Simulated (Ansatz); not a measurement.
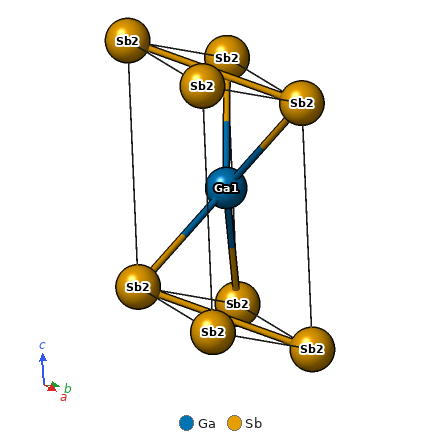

The system is GaSb (I-4m2, No. 119; 2 atoms in the cell); the picture shows the reference structure. The energy is mapped over the lattice constants a and c of the conventional cell. First axis: lattice constant a (and b). Second axis: lattice constant c. Nothing is relaxed (symmetry fixes all fractional coordinates). The scan uses a 7 × 7 grid. Energies are in meV/atom, from the lowest grid point. Level of theory: DFT LDA, scalar-relativistic, plane waves, PAW in Ansatz. Settings: cutoff 420 eV, k-mesh 16×16×16, gaussian smearing 0.15 eV, no spin polarisation.

Its coordinates:

```
CELL_PARAMETERS angstrom
-2.69031 2.69031 1.53864
2.69031 -2.69031 1.53864
2.69031 2.69031 -1.53864
ATOMIC_POSITIONS crystal
Ga 0.25000 0.75000 0.50000
Sb 0.00000 0.00000 0.00000
```

Range: lattice constant a (and b) from 5.004 to 5.757 Å; lattice constant c from 2.708 to 3.447 Å.

What landscape does the calculation give?

Answer. The lowest grid point is at lattice constant a (and b) = 5.381 Å, lattice constant c = 3.077 Å. It is the only kind of minimum in the scanned range. The highest grid point, lattice constant a (and b) = 5.004 Å, lattice constant c = 2.708 Å, lies 447 meV/atom above the lowest. Round the minimum the valley is somewhat tilted: raising lattice constant a (and b) shifts the best value of lattice constant c downwards (coupling k₁₂/√(k₁₁k₂₂) about 0.5).

| lattice constant c ↓, lattice constant a (and b) → | 5.004 | 5.130 | 5.255 | 5.381 | 5.506 | 5.632 | 5.757 |
| --- | --- | --- | --- | --- | --- | --- | --- |
| 3.447 | 91 | 55 | 49 | 67 | 104 | 156 | 220 |
| 3.324 | 95 | 45 | 26 | 34 | 63 | 108 | 167 |
| 3.200 | 110 | 44 | 12 | 10 | 30 | 69 | 121 |
| 3.077 | 141 | 57 | 13 | 0 | 11 | 41 | 85 |
| 2.954 | 195 | 96 | 38 | 13 | 12 | 32 | 69 |
| 2.831 | 291 | 174 | 99 | 59 | 47 | 57 | 84 |
| 2.708 | 447 | 308 | 215 | 161 | 136 | 134 | 146 |

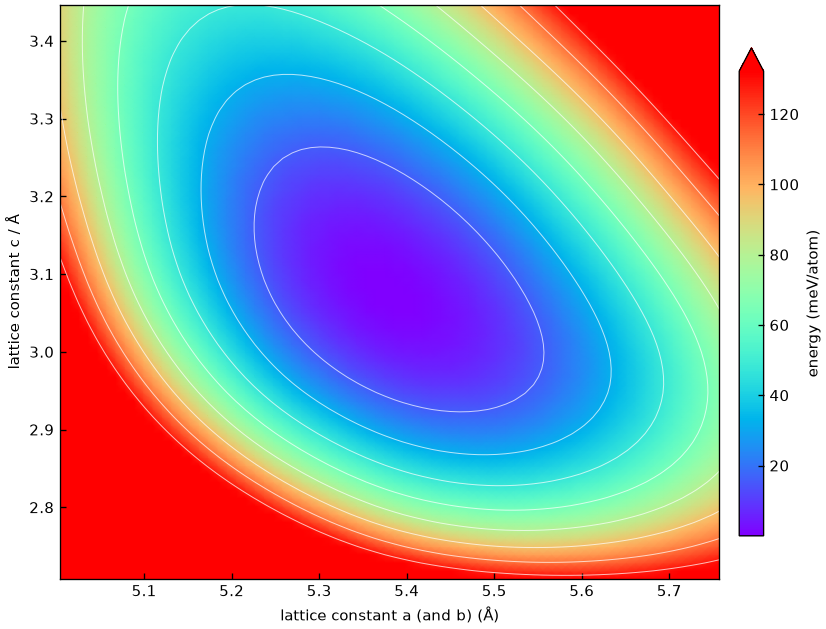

In the figure: a smooth colour map with a few white contour lines, one colour for all values above the top of the scale. Between grid points the surface is interpolated.

Time for the 49 points that were run: 6.5 min on 1 thread of AMD EPYC 9R45 96-Core Processor (Zen 5) (shared host).

PAW datasets: the set soft_1.
